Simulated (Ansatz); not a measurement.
## Run report: Ti, geometry relaxation

System: Ti (1 atom in the cell).
Method: DFT PBEsol, scalar-relativistic, plane waves, PAW, PAW set soft_1, no spin polarisation (Ansatz 0.2.0).

The structure derives from an entry of the Crystallography Open Database. Figures and captions count atoms from 1; the log counts them from 0 in places.

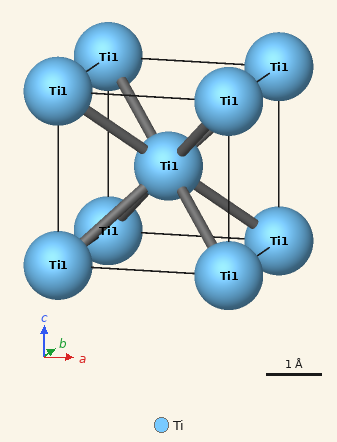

Fig. 1: The structure as given in the input (ball-and-stick view of the cell 2 times as large as that of the calculation, set on its symmetry axes, seen slightly off an axis; atoms are numbered from 1 in the order of the input). An atom can appear more than once, as a periodic image. Near neighbours in the periodic cell (some may lie outside the picture): Ti has 8 Ti at 2.84 Å.

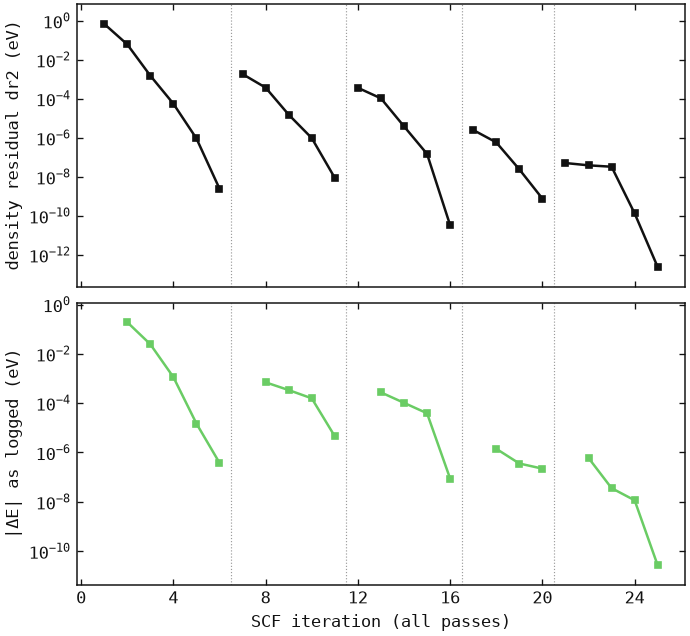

Fig. 2: Convergence of the self-consistent field: density residual dr2 and size of the energy change against the SCF iteration. The dotted lines part the SCF passes of the relaxation: geometry steps, rejected trials and re-solves on a re-selected basis. The 5 passes take 4 to 6 iterations each, 25 in all.

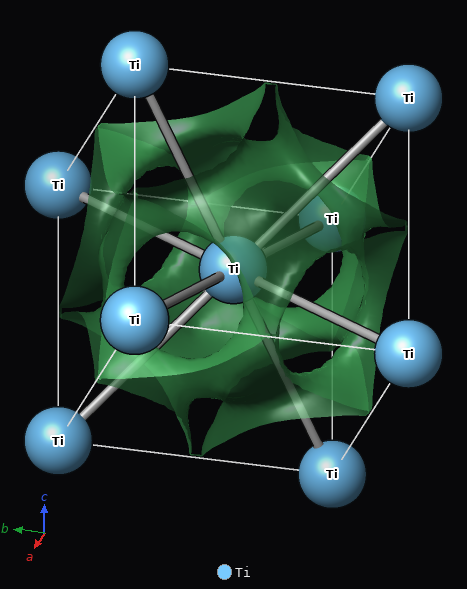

Fig. 3: Isosurface of the ELF at 0.45 (green), seen at an oblique angle. Only the valence region is drawn (cores and ρ < 0.01 e/Å³ removed). Sticks mark near contacts. The outline is the cell set on symmetry axes. Values along the shortest contacts: Ti–Ti (2.78 Å): the ELF is about 0.20 at the midpoint; no shared electron pair. In a PAW calculation such maps are meaningful between the atoms, not at the nuclei.

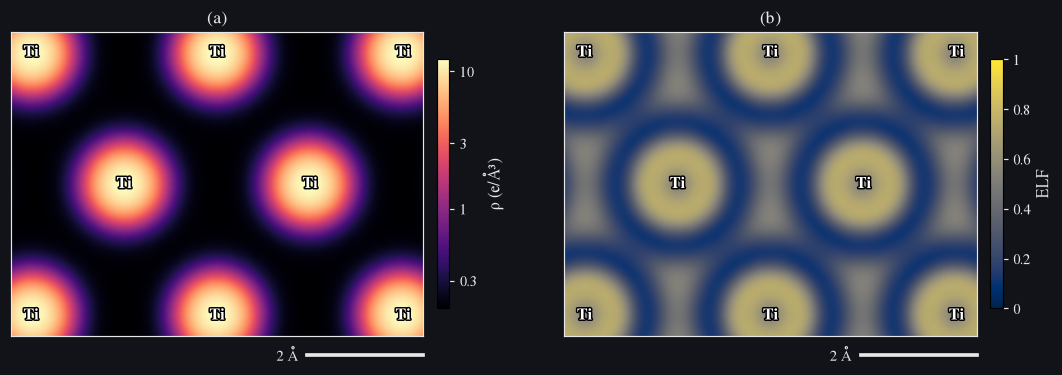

Fig. 4: (a) valence pseudo-density; (b) electron localisation function on the (101) plane of the conventional cell. The section cuts through Ti sites. Ti–Ti (2.78 Å): ρ is about 0.2 e/Å³ halfway; the ELF is about 0.15 at the midpoint (no shared electron pair). Away from the nuclei the density in this plane falls to 0.19 e/Å³ at its lowest. The ELF has a maximum of about 0.55 in the space between the atoms. The strong features right at Ti lie inside the PAW spheres (semicore, d or f shells) and say nothing about bonding.

These pictures come from the run below.

### Input file
```yaml
crystal:
  lattice:
    - [-1.641, 1.641, 1.641]
    - [1.641, -1.641, 1.641]
    - [1.641, 1.641, -1.641]
  atoms:
    - { symbol: Ti, position: [0.0, 0.0, 0.0] }
basis:
  ecutwfc: 420
kpoints:
  mp_grid: { grid: [18, 18, 18] }
hamiltonian:
  xc: pbesol
  pseudopotentials: { kind: paw, azcp: { folder: soft_1 } }
scf:
  occupations: { method: gaussian, width: 0.1 }
output:
  forces: true
  stress: true
  eigenvalues: true
  write_density: true
  write_potential: true
  elf: true
  volumetric_format: npy
relax:
  adjacent_minimum: "off"
  f_tol: 0.005
  max_steps: 80
  cell: { stress_tol: 0.05 }
```

Run as:
```bash
ansatz run input.yaml --threads 1 --pin off --max-ram 3072MiB --backend cpu --events-out ev --progress --plain --runs-dir out
```

### Output
```
Warning: [file] the record states the generating functional pbe (its physics header spells it `PBE`), which answers neither for hamiltonian.xc's functional nor for the pbesol family's — results may be inconsistent (PPs are generated against a specific XC)
Engine: ansatz 0.2.0, x86_64-unknown-linux-gnu
Pseudopotentials: kind: paw
Pseudopotential: Ti, paw, valence charge 12, recommended cutoff 420 eV (normal), [file]
Functional definition: PBEsol
  exchange = pbesol_x
  correlation = pbesol_c
Crystal: 1 atoms, lattice volume = 17.676 Å³
Basis set: ecut = 420 eV, 369 PW (Γ), exchange–correlation on 40×40×40 points (8 copies of the dense FFT grid, shifted against one another)
Bands: 10, of which v1, the nominal top of the filled ones, is band 6 counted from 1 (5 counted from 0)
Symmetry: 48 space group operations
Space group: Im-3m (ITA 229), of the structure as read, at distance tolerance 2.6e-5 Å
k-points: 195 of 5832
Non-local potential: Ti, projectors of the file, l = 0: 3, l = 1: 2, l = 2: 3, l = 3: 1
PAW form: soft (Blöchl's): semilocal exchange-correlation on the pseudo side does not see the compensation charge
PAW frozen core: Ti, regenerated for the run's functional, and the local potential with it (the file was generated under x = pbe(κ = 0.804, μ = 0.2195149727645171), c = pbe(β = 0.06672455060314922))
PAW one-centre angular grid: Ti, 590 points (default); XC on 64 Gauss nodes
Initial density: superposition of atomic densities (chi_scale 0.1, normalization cell)
Initial wavefunctions: pseudopotential atomic-orbital guess
Functional: x = pbesol(κ = 0.804, μ = 0.12345679012345678), c = pbesol(β = 0.046)
SCF iter   1: F=—  HF=-2473.993761 eV  |F-HF|=—  |Δ(HF+E_count)|=         —  Δρ=5.99e-2  dr2=6.90e-1  ethr=3.10e-3  ⟨swp⟩=4.2  Hψ=9949  notcnv=0
preconditioner: auto → none  [metal: Δε(μ)=0.022 eV  Ē_g=4.471 eV  σ=0.100 eV  W_gap=0.12  n_scr=0 (ndim 8)  ℏωp=17.7 eV  f_vac=0.000  D(μ)=2.31/eV (n_scr^D=42)]
SCF iter   2: F=—  HF=-2473.802083 eV  |F-HF|=—  |Δ(HF+E_count)|=   1.92e-1  Δρ=2.15e-2  dr2=6.13e-2  ethr=3.10e-3  ⟨swp⟩=2.9  Hψ=5421  notcnv=0  defer=24
SCF iter   3: F=—  HF=-2473.777573 eV  |F-HF|=—  |Δ(HF+E_count)|=   2.45e-2  Δρ=3.40e-3  dr2=1.53e-3  ethr=5.11e-4  ⟨swp⟩=2.2  Hψ=3532  notcnv=0  defer=24
SCF iter   4: F=—  HF=-2473.776431 eV  |F-HF|=—  |Δ(HF+E_count)|=   1.14e-3  Δρ=6.66e-4  dr2=5.57e-5  ethr=1.27e-5  ⟨swp⟩=2.1  Hψ=3045  notcnv=0  defer=24
SCF iter   5: F=—  HF=-2473.776416 eV  |F-HF|=—  |Δ(HF+E_count)|=   1.49e-5  Δρ=8.56e-5  dr2=9.25e-7  ethr=4.65e-7  ⟨swp⟩=2.0  Hψ=2887  notcnv=0  defer=24
SCF iter   6: F=-2473.776415 eV  HF=-2473.776415 eV  |F-HF|=3.44e-9  |Δ(HF+E_count)|=   3.80e-7  Δρ=4.61e-6  dr2=2.47e-9  ethr=8.33e-10  ⟨swp⟩=8.3  Hψ=12554  notcnv=0
SCF 1 converged in 6 iterations: F = -2473.776415 eV  dr2 = 2.47e-9
  greatest PAW one-centre occupation: 0.999 electrons in one spin orbital (limit 2), on the Ti atom at site 0 (counted from 0), in its partial waves of l = 0
relax step   1: F+E_penalty+E_count = -2473.77641540 eV  Δ(F+E_penalty+E_count) = +0.000e0 eV  max|allowed force component| = 0.000e0 eV/Å  Δτ_max = 0.0000 Å  P = -6.773 GPa  Ω = 17.676 Å³  (6 SCF iters, dr2 threshold 1.00e-7 eV, accepted)
Crystal: 1 atoms, lattice volume = 15.565 Å³
Basis set: ecut = 420 eV, 321 PW (Γ), exchange–correlation on 40×40×40 points (8 copies of the dense FFT grid, shifted against one another)
Initial density: handed on by an earlier stage of this run
Initial wavefunctions: those handed on with the density
iter 1 solved again at ethr=1.52e-5 eV; its pass at ethr=3.10e-3 eV (dr2=1.82e-3 eV) is discarded
SCF iter   1: F=—  HF=-2473.779197 eV  |F-HF|=—  |Δ(HF+E_count)|=         —  Δρ=3.43e-3  dr2=1.84e-3  ethr=1.52e-5  ⟨swp⟩=1.0  Hψ=13231  notcnv=0
preconditioner: auto → none  [metal: Δε(μ)=0.009 eV  Ē_g=4.644 eV  σ=0.100 eV  W_gap=0.05  n_scr=0 (ndim 8)  ℏωp=18.8 eV  f_vac=0.000  D(μ)=2.10/eV (n_scr^D=42)]
SCF iter   2: F=—  HF=-2473.779896 eV  |F-HF|=—  |Δ(HF+E_count)|=   6.99e-4  Δρ=2.21e-3  dr2=3.72e-4  ethr=1.52e-5  ⟨swp⟩=2.3  Hψ=3001  notcnv=0
SCF iter   3: F=—  HF=-2473.780235 eV  |F-HF|=—  |Δ(HF+E_count)|=   3.39e-4  Δρ=6.11e-4  dr2=1.53e-5  ethr=3.10e-6  ⟨swp⟩=2.8  Hψ=3080  notcnv=0
SCF iter   4: F=—  HF=-2473.780391 eV  |F-HF|=—  |Δ(HF+E_count)|=   1.57e-4  Δρ=1.41e-4  dr2=9.65e-7  ethr=1.27e-7  ⟨swp⟩=2.0  Hψ=2370  notcnv=0
SCF iter   5: F=-2473.780396 eV  HF=-2473.780396 eV  |F-HF|=4.19e-8  |Δ(HF+E_count)|=   4.52e-6  Δρ=1.35e-5  dr2=8.74e-9  ethr=8.33e-10  ⟨swp⟩=7.9  Hψ=11388  notcnv=0
SCF 2 converged in 5 iterations: F = -2473.780396 eV  dr2 = 8.74e-9
relax step   2: F+E_penalty+E_count = -2473.78039574 eV  Δ(F+E_penalty+E_count) = -3.980e-3 eV  max|allowed force component| = 0.000e0 eV/Å  Δτ_max = 0.0000 Å  P = +7.522 GPa  Ω = 15.565 Å³  energy of the carried Pulay correction = +4.160e-4 eV  (5 SCF iters, dr2 threshold 1.00e-7 eV, accepted)
Crystal: 1 atoms, lattice volume = 16.609 Å³
iter 1 solved again at ethr=2.98e-6 eV; its pass at ethr=3.10e-3 eV (dr2=3.57e-4 eV) is discarded
SCF iter   1: F=—  HF=-2473.801449 eV  |F-HF|=—  |Δ(HF+E_count)|=         —  Δρ=1.51e-3  dr2=3.65e-4  ethr=2.98e-6  ⟨swp⟩=1.3  Hψ=13214  notcnv=0
preconditioner: auto → none  [metal: Δε(μ)=0.008 eV  Ē_g=4.319 eV  σ=0.100 eV  W_gap=0.05  n_scr=0 (ndim 8)  ℏωp=18.2 eV  f_vac=0.000  D(μ)=2.21/eV (n_scr^D=42)]
SCF iter   2: F=—  HF=-2473.801723 eV  |F-HF|=—  |Δ(HF+E_count)|=   2.73e-4  Δρ=1.12e-3  dr2=1.05e-4  ethr=2.98e-6  ⟨swp⟩=2.3  Hψ=3025  notcnv=0
SCF iter   3: F=—  HF=-2473.801826 eV  |F-HF|=—  |Δ(HF+E_count)|=   1.03e-4  Δρ=2.50e-4  dr2=3.86e-6  ethr=8.77e-7  ⟨swp⟩=2.8  Hψ=3122  notcnv=0
SCF iter   4: F=—  HF=-2473.801864 eV  |F-HF|=—  |Δ(HF+E_count)|=   3.88e-5  Δρ=2.98e-5  dr2=1.48e-7  ethr=3.22e-8  ⟨swp⟩=2.0  Hψ=3157  notcnv=0
SCF iter   5: F=-2473.801864 eV  HF=-2473.801864 eV  |F-HF|=4.46e-11  |Δ(HF+E_count)|=   8.73e-8  Δρ=1.02e-6  dr2=3.30e-11  ethr=8.33e-10  ⟨swp⟩=7.2  Hψ=10969  notcnv=0
SCF 3 converged in 5 iterations: F = -2473.801864 eV  dr2 = 3.30e-11
relax step   3: F+E_penalty+E_count = -2473.80186422 eV  Δ(F+E_penalty+E_count) = -2.147e-2 eV  max|allowed force component| = 0.000e0 eV/Å  Δτ_max = 0.0000 Å  P = -0.513 GPa  Ω = 16.609 Å³  energy of the carried Pulay correction = +2.039e-4 eV  (5 SCF iters, dr2 threshold 1.00e-7 eV, accepted)
Crystal: 1 atoms, lattice volume = 16.535 Å³
iter 1 solved again at ethr=1.60e-8 eV; its pass at ethr=3.10e-3 eV (dr2=1.92e-6 eV) is discarded
SCF iter   1: F=—  HF=-2473.801998 eV  |F-HF|=—  |Δ(HF+E_count)|=         —  Δρ=1.20e-4  dr2=2.51e-6  ethr=1.60e-8  ⟨swp⟩=2.0  Hψ=13081  notcnv=0
preconditioner: auto → none  [metal: Δε(μ)=0.003 eV  Ē_g=4.350 eV  σ=0.100 eV  W_gap=0.02  n_scr=0 (ndim 8)  ℏωp=18.3 eV  f_vac=0.000  D(μ)=2.19/eV (n_scr^D=42)]
SCF iter   2: F=—  HF=-2473.802000 eV  |F-HF|=—  |Δ(HF+E_count)|=   1.41e-6  Δρ=8.18e-5  dr2=5.81e-7  ethr=1.60e-8  ⟨swp⟩=2.0  Hψ=3095  notcnv=0
SCF iter   3: F=—  HF=-2473.802000 eV  |F-HF|=—  |Δ(HF+E_count)|=   3.57e-7  Δρ=2.28e-5  dr2=2.41e-8  ethr=8.33e-10  ⟨swp⟩=4.7  Hψ=9623  notcnv=0
SCF iter   4: F=-2473.802000 eV  HF=-2473.802000 eV  |F-HF|=2.09e-9  |Δ(HF+E_count)|=   2.21e-7  Δρ=3.01e-6  dr2=7.63e-10  ethr=2.01e-10  ⟨swp⟩=7.0  Hψ=10992  notcnv=0
SCF 4 converged in 4 iterations: F = -2473.802000 eV  dr2 = 7.63e-10
relax step   4: F+E_penalty+E_count = -2473.80200017 eV  Δ(F+E_penalty+E_count) = -1.359e-4 eV  max|allowed force component| = 0.000e0 eV/Å  Δτ_max = 0.0000 Å  P = -0.017 GPa  Ω = 16.535 Å³  energy of the carried Pulay correction = +2.183e-4 eV  (4 SCF iters, dr2 threshold 1.00e-7 eV, accepted)
Initial wavefunctions: pseudopotential atomic-orbital guess (no wavefunctions were taken with the density)
iter 1 solved again at ethr=9.78e-10 eV; its pass at ethr=3.10e-3 eV (dr2=1.17e-7 eV) is discarded
SCF iter   1: F=—  HF=-2473.801706 eV  |F-HF|=—  |Δ(HF+E_count)|=         —  Δρ=5.27e-5  dr2=5.07e-8  ethr=9.78e-10  ⟨swp⟩=3.0  Hψ=16081  notcnv=0
preconditioner: auto → none  [metal: Δε(μ)=0.002 eV  Ē_g=4.349 eV  σ=0.100 eV  W_gap=0.01  n_scr=0 (ndim 8)  ℏωp=18.3 eV  f_vac=0.000  D(μ)=2.19/eV (n_scr^D=42)]
SCF iter   2: F=—  HF=-2473.801707 eV  |F-HF|=—  |Δ(HF+E_count)|=   6.01e-7  Δρ=2.96e-5  dr2=3.87e-8  ethr=4.23e-10  ⟨swp⟩=2.0  Hψ=3098  notcnv=0
SCF iter   3: F=—  HF=-2473.801707 eV  |F-HF|=—  |Δ(HF+E_count)|=   3.58e-8  Δρ=1.45e-5  dr2=3.28e-8  ethr=3.22e-10  ⟨swp⟩=2.5  Hψ=2761  notcnv=0
SCF iter   4: F=—  HF=-2473.801707 eV  |F-HF|=—  |Δ(HF+E_count)|=   1.15e-8  Δρ=1.42e-6  dr2=1.33e-10  ethr=2.74e-10  ⟨swp⟩=2.1  Hψ=2896  notcnv=0
SCF iter   5: F=-2473.801707 eV  HF=-2473.801707 eV  |F-HF|=1.36e-12  |Δ(HF+E_count)|=  2.64e-11  Δρ=8.60e-8  dr2=2.36e-13  ethr=1.00e-12  ⟨swp⟩=3.3  Hψ=7612  notcnv=0
SCF 5 converged in 5 iterations: F = -2473.801707 eV  dr2 = 2.36e-13
relax step   5: F+E_penalty+E_count = -2473.80170670 eV  Δ(F+E_penalty+E_count) = +2.935e-4 eV  max|allowed force component| = 0.000e0 eV/Å  Δτ_max = 0.0000 Å  P = +0.004 GPa  Ω = 16.535 Å³  stress off target by 3.59e-3 GPa  SCF on the basis re-selected at this cell (its energy is not comparable with the rows above)  (5 SCF iters)
basis re-selected at this cell: Δ(F+E_penalty+E_count) = +2.935e-4 eV, ΔP = +0.021 GPa vs the last step (what re-selecting the basis moved, of the pressure what is left beyond the Pulay correction that the steps carried, after the strain that the cell walked since its last selection, with what the two solves' SCF thresholds leave and, on support functions, any second-order correction that the steps lacked; it is no measure of the basis error at this ecutwfc). This SCF's stress stands 3.59e-3 GPa from its target on what of the cell is left free (relax.cell.stress_tol is 5.00e-2 GPa) and its largest allowed force component is 0.00e0 eV/Å (relax.f_tol is 5.00e-3 eV/Å): within both
SCF converged after 5 iterations
Free energy (F): -2473.801707 eV
Harris-Foulkes:  -2473.801707 eV  (|F-HF|=1.36e-12)
Internal energy: -2473.790750 eV  (E = F + TS)
E sigma→0 (E₀):  -2473.796229 eV
Entropy (-TS):   -0.010956 eV (-10.956 meV/atom)
Fermi energy:    13.677374 eV
--- Per-component energies (eV) ---
  E_band       = -148.082322
  E_kinetic    = 282.437191
  E_local      = -846.878563  (includes V_loc(G=0)·N_el)
  E_nonlocal   = 62.286674
  E_hartree    = 336.778693
  E_xc         = -115.467837
  E_vxc        = -145.281348  (∫ρ·V_xc dr)
  E_paw        = -1017.613772  (= ΣΔE_a)
  E_vpaw       = -174.203578  (= ΣTr[D̂ρ^β])
  E_aug_tail   = -0.000077  (compensation charges beyond the density's cutoff)
  E_ewald      = -1175.472444
  E_core_change = 0.139385  (= ΣΔE_core)
  E_smearing   = -0.010956  (= −TS)
  E_closure    = -0.000000  (closes the sum)
  Σ components = -2473.801707   (vs F -2473.801707, Δ=0.00e0)
--- Forces (eV/Å), atoms counted from 1 ---
  atom   1  Ti    -0.00000000     0.00000000    -0.00000000
  max |Σ_I F_I| component: 5.03e-32 eV/Å
--- Stress (GPa, compression-positive) ---
        0.003589       0.000000       0.000000
        0.000000       0.003589       0.000000
       -0.000000       0.000000       0.003589
  P = ⅓ Tr σ = 0.0036 GPa (0.036 kbar)
--- Band table (eV; the first three rows and the last of 195) ---
  k-point 0: bands = ["-42.4770", "-18.3841", "-18.3841", "-18.3841", "7.6561", "14.7103", "14.7103", "14.7103", "16.5994", "16.5994"]
  k-point 1: bands = ["-42.4721", "-18.4095", "-18.3918", "-18.3843", "7.7668", "14.6577", "14.6965", "14.7933", "16.5362", "16.6024"]
  k-point 2: bands = ["-42.4580", "-18.4822", "-18.4140", "-18.3848", "8.0904", "14.5098", "14.6356", "15.0375", "16.3922", "16.6137"]
  k-point 194: bands = ["-42.1979", "-18.9315", "-18.9315", "-18.9315", "11.3993", "11.3993", "17.8793", "17.8793", "17.8793", "22.4312"]
--- Relaxed structure (4 steps of the walk, 4 accepted, 1 SCFs on fresh bases) ---
  F+E_penalty+E_count = -2473.80170670 eV   max|allowed force component| = 0.000e0 eV/Å   (the final SCF, on the basis selected at the relaxed cell)
  cell:  # Å, volume = 16.5354 Å³
    - [-1.6049139932806122, 1.6049139932806122, 1.6049139932806122]
    - [1.6049139932806122, -1.6049139932806122, 1.6049139932806122]
    - [1.6049139932806122, 1.6049139932806122, -1.6049139932806122]
  atoms:
    - { symbol: Ti, position: [0.0, 0.0, 0.0] }
```

### Trajectory as extended XYZ (Å, eV, eV/Å), 5 frames, from step=1 to step=5
```
1
Lattice="-1.6410 1.6410 1.6410 1.6410 -1.6410 1.6410 1.6410 1.6410 -1.6410" Properties=species:S:1:pos:R:3:forces:R:3 step=1 energy=-2473.77641 pressure_GPa=-6.77
Ti    0.0000    0.0000    0.0000    0.0000   0.0000   0.0000
1
Lattice="-1.5729 1.5729 1.5729 1.5729 -1.5729 1.5729 1.5729 1.5729 -1.5729" Properties=species:S:1:pos:R:3:forces:R:3 step=2 energy=-2473.78040 pressure_GPa=7.52
Ti    0.0000    0.0000    0.0000    0.0000   0.0000   0.0000
1
Lattice="-1.6073 1.6073 1.6073 1.6073 -1.6073 1.6073 1.6073 1.6073 -1.6073" Properties=species:S:1:pos:R:3:forces:R:3 step=3 energy=-2473.80186 pressure_GPa=-0.51
Ti    0.0000    0.0000    0.0000    0.0000   0.0000   0.0000
1
Lattice="-1.6049 1.6049 1.6049 1.6049 -1.6049 1.6049 1.6049 1.6049 -1.6049" Properties=species:S:1:pos:R:3:forces:R:3 step=4 energy=-2473.80200 pressure_GPa=-0.02
Ti    0.0000    0.0000    0.0000    0.0000   0.0000   0.0000
1
Lattice="-1.6049 1.6049 1.6049 1.6049 -1.6049 1.6049 1.6049 1.6049 -1.6049" Properties=species:S:1:pos:R:3:forces:R:3 step=5 energy=-2473.80171 pressure_GPa=0.00
Ti    0.0000    0.0000    0.0000    0.0000   0.0000   0.0000
```

### Results in brief

```tsv
quantity	value
outcome	converged
space group (tolerance 0.01 Å)	Im-3m (229)
electrons treated	12
free energy	−2473.8017 eV
Fermi energy	13.677 eV
gap on the k-point mesh	none (metallic)
pressure	0.00 GPa
final volume	16.54 Å³
largest force (length of the vector) at the end	under 0.001 eV/Å
final cell	a = 2.780 Å, b = 2.780 Å, c = 2.780 Å, α = 109.47°, β = 109.47°, γ = 109.47°
hardware	1 thread of Intel Xeon @ 2.50GHz (Skylake/Cascade Lake), 32 GiB of memory available, shared host
wall time	12 s
peak memory	0.4 GiB
```

### Notes

Warnings of the run: the PAW datasets were made with another functional.
